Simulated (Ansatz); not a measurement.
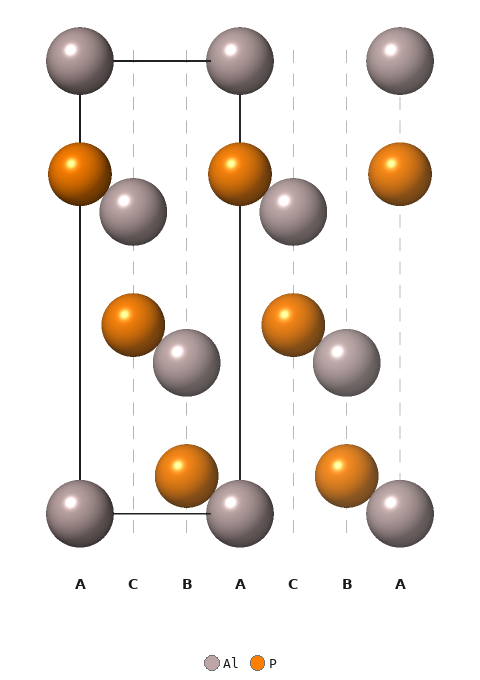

The picture looks along a close-packed row of the hexagonal mesh; [111] points upwards. The dashed lines mark the three columns A (0, 0), B (1/3, 2/3) and C (2/3, 1/3). The box is the hexagonal cell of the face-centred cubic lattice. The sequence starts with the first layer at or above the cell's origin.

The compound is AlP (space group F-43m, No. 216), taken as the geometry relaxed with DFT, PBE, plane waves, PAW (Ansatz).

Q: Give the sequence of layers in one repeat, with element and column.

A: Al(A) – P(B) – Al(B) – P(C) – Al(C) – P(A) (six layers in 9.54 Å).

Q: How are the P layers alone stacked?

A: P layers alone: BCA, the cubic close-packed type.

Q: Which positions between or in the P layers do the other atoms fill?

A: Al: three tetrahedral sites in each hexagonal cell.

Q: What short polytype symbol fits?

A: Polytype symbol 3C, the symbol of a tetrahedral polytype (number of double layers in the repeat and lattice).
